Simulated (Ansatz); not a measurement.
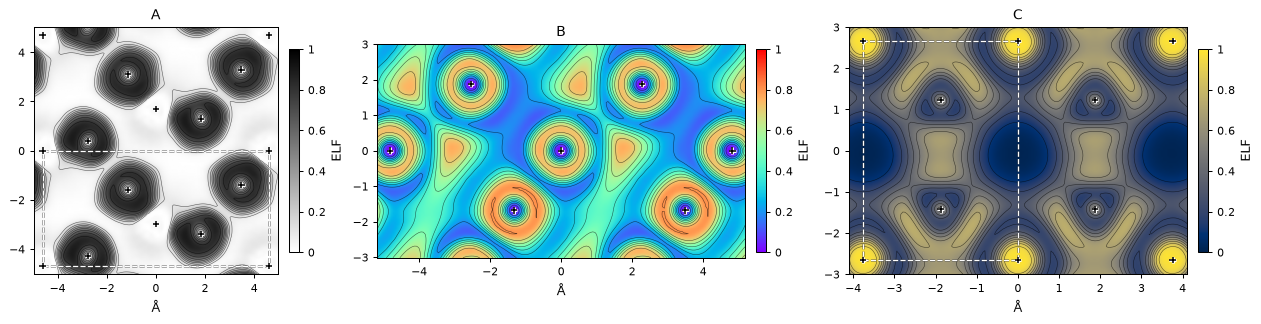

The electron localisation function of 3 systems, each on a plane through atoms (crosses mark nuclei in the plane).

All numbers below come from DFT PBEsol, scalar-relativistic, plane waves, PAW (Ansatz 0.2.0).

System 1: CoSi2, the (010) plane of the conventional cell. Space group I4mm; changed on purpose from its base cell (all Si atoms moved -0.100 Å, as atom 2 along Cartesian [0 1 0]); not relaxed (largest force 1.2 eV/Å); computed without spin polarisation.

```
Co Si
1.0
    -2.65625    0.00000   -2.65625
    -2.65625    0.00000    2.65625
     0.00000    5.31251    0.00000
Co Si
2 4
Direct
  0.00000 0.00000 0.00000
  0.50000 0.50000 0.50000
  0.50000 0.00000 0.23118
  0.00000 0.50000 0.73118
  0.50000 0.00000 0.73118
  0.00000 0.50000 0.23118
```

System 2: Ta2N, the (110) plane of the conventional cell. Space group P1; a structure from a database of computed crystals, not necessarily the ambient phase; changed on purpose from its base cell (atom 1 (Ta) moved by (-0.100, -0.100) A along [1 1 0] and z); not relaxed (largest force 1.8 eV/Å); computed without spin polarisation.

```
CELL_PARAMETERS angstrom
3.07862 0.00000 0.00000
-1.53931 -2.66616 0.00000
0.00000 0.00000 -4.82326
ATOMIC_POSITIONS crystal
Ta 0.32363 0.69319 0.27448
Ta 0.66667 0.33333 0.74626
N 0.00000 0.00000 0.00000
```

System 3: AlO2, the (010) plane of the conventional cell. Space group Pnma; changed on purpose from its base cell (volume × 0.97, shape and atoms relaxed); computed pressure about 2 GPa in this cell; spin-polarised.

Q: Match each panel to its system.

A: Panel A is system 3, AlO2: the plane holds Al and O. Al–O (1.79 Å): the ELF peaks at about 0.85 in the valence shell of O, 0.7 Å from its nucleus, and is about 0.85 at the midpoint. Panel B is system 2, Ta2N: the plane holds Ta and N. Ta–N (2.14 Å): the ELF peaks at about 0.80 in the valence shell of N, 0.6 Å from its nucleus, and drops to about 0.20 between the two atoms (no localised pair shows between them). Panel C is system 1, CoSi2: the plane holds Co and Si. Co–Si (2.24 Å): the ELF peaks at about 0.75 in the valence shell of Si, 0.8 Å from its nucleus, and is about 0.50 at the midpoint.
